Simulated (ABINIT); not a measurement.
## NaCl (Fm-3m): how ε∞ follows the gap

The empty bands of NaCl (Fm-3m) are shifted up rigidly by Δ, and ε∞ is computed for each shift.

Symmetry: Fm-3m, No. 225, cubic system. The conventional cell has a = 5.620 Å, b = 5.620 Å, c = 5.620 Å, α = 90.00°, β = 90.00°, γ = 90.00°. Around Cl on site b lie 6 Na at 2.81 Å. Na on site a is surrounded by 6 Cl at 2.81 Å.

Method: ABINIT 10.8.3, PBE, independent particles, k-mesh 10×10×10, Lorentzian half width 0.04 eV.

Launch of the response step: `optic optic.abi`. The series took 43 s in all, its band step included, on 4 threads of AMD EPYC 7B13 (Zen 3), on a shared host.

```tsv
Δ (eV)	ε∞
0.00	2.727
0.40	2.660
0.80	2.597
1.20	2.540
1.60	2.486
2.00	?
```

With one effective transition at E₀ and fixed dipole strength, ε∞ − 1 = A/(E₀ + Δ), so 1/(ε∞ − 1) is linear in Δ.

Working, on the rows shown:

| x = Δ (eV) | y = 1/(ε∞ − 1) |
| --- | --- |
| 0 | 0.579039 |
| 0.4 | 0.60241 |
| 0.8 | 0.626174 |
| 1.2 | 0.649351 |
| 1.6 | 0.672948 |

Means: x̄ = 0.8, ȳ = 0.62598. Σ(x − x̄)(y − ȳ) = 0.0939, Σ(x − x̄)² = 1.6. Slope = 0.0939 / 1.6 = 0.05869; intercept = ȳ − slope · x̄ = 0.57903. Turned back into ε∞, the line misses the rows shown by at most 0.00048.

Problem. Fill in the last column of the withheld row.

Solution. At x = 2 the line gives y = 0.69641, that is 2.436. The run gave 2.437, so the extrapolation is off by 0.0011, 0.4 % of the range in the table.

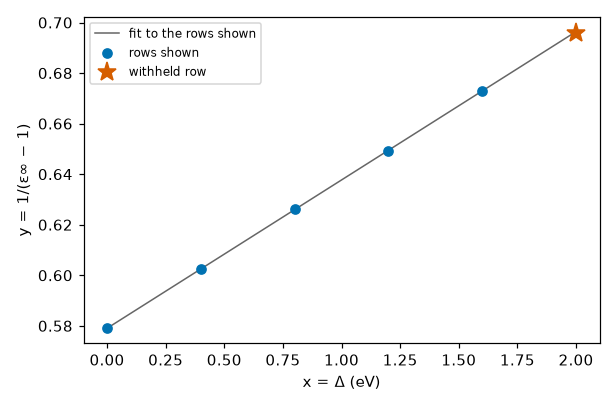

Refitted with all rows, the slope is 0.0585 and the intercept 0.57913. These give E₀ = intercept/slope = 9.9 eV, far above the least direct gap of 5.15 eV: most of the screening comes from transitions well over the edge. Over the first step ε∞ falls by 6 % per eV. The cell comes from an older database entry, whose edges can be off by a per cent or so. Excitons are left out and so are local fields; PBE gaps are as a rule too small. The values come from a sum over the points of one k-mesh and carry its error, which grows as the direct gap shrinks.

[Logs are printed without paths, hosts, clocks, repeated set-up lines and the standing remarks that a program may print on its own settings, such as how far it seeks lower states.]
